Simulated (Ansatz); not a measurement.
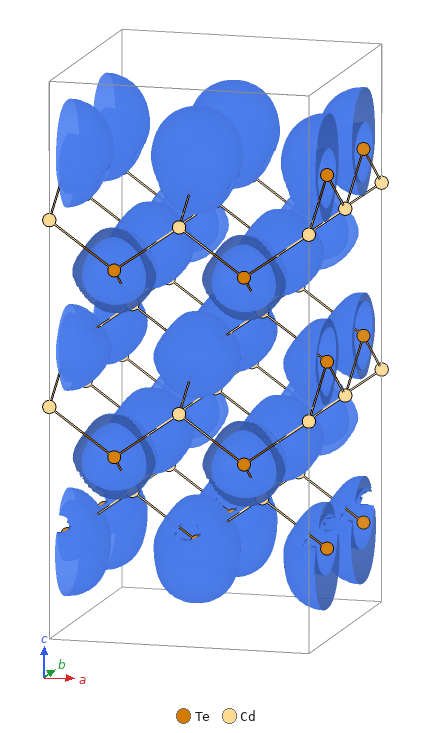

Cd₄Te₅ (slab). Isosurface of the ELF at 0.6 (blue), seen slightly off an axis. Core shells and regions of very low density are left out. Sticks mark near contacts.

Not relaxed (largest force 0.3 eV/Å).

Theory: Ansatz, DFT PBEsol, scalar-relativistic, plane waves, PAW.

In a PAW calculation such maps are meaningful between the atoms, not at the nuclei.

The calculation's input:

```
crystal:
  lattice:
    - [4.588658479, 0.0, 0.0]
    - [0.0, 4.588658479, 0.0]
    - [0.0, 0.0, 27.9786861081]
  atoms:
    - { symbol: Te, position: [0.0, 0.5, 0.2680611938] }
    - { symbol: Cd, position: [0.5, 0.5, 0.3260458954] }
    - { symbol: Te, position: [0.5, 0.0, 0.3840305969] }
    - { symbol: Cd, position: [0.0, 0.0, 0.4420152985] }
    - { symbol: Te, position: [0.0, 0.5, 0.5] }
    - { symbol: Cd, position: [0.5, 0.5, 0.5579847015] }
    - { symbol: Te, position: [0.5, 0.0, 0.6159694031] }
    - { symbol: Cd, position: [0.0, 0.0, 0.6739541046] }
    - { symbol: Te, position: [0.0, 0.5, 0.7319388062] }
basis:
  ecutwfc: 420
kpoints:
  mp_grid: { grid: [6, 6, 1] }
hamiltonian:
  xc: pbesol
scf:
  occupations: { method: gaussian, width: 0.05 }
output:
  forces: true
  stress: true
  eigenvalues: true
  write_density: true
  write_potential: true
  elf: true
  volumetric_format: npy
efield:
  axis: 3
  dipole_correction: true
  ramp_width: 0.04
```

Command:

```sh
ansatz run input.yaml --threads 1 --pin off --max-ram 2560MiB --backend cpu --events-out ev --progress --plain --runs-dir out
```

### Where are the electrons localised?

At this value the surface marks out five regions wrapped around Te (the valence shell of each), counted in one cell of 9 atoms. Counts are for one cell; the picture repeats the cell along the surface. Along the contacts the grid gives the following. Cd–Te (2.81 Å): the ELF is about 0.45 at the midpoint and 0.15 at its lowest between the atoms.

### Does the calculation give a band gap?

It is metallic or semimetallic at this level of theory: no gap opens.
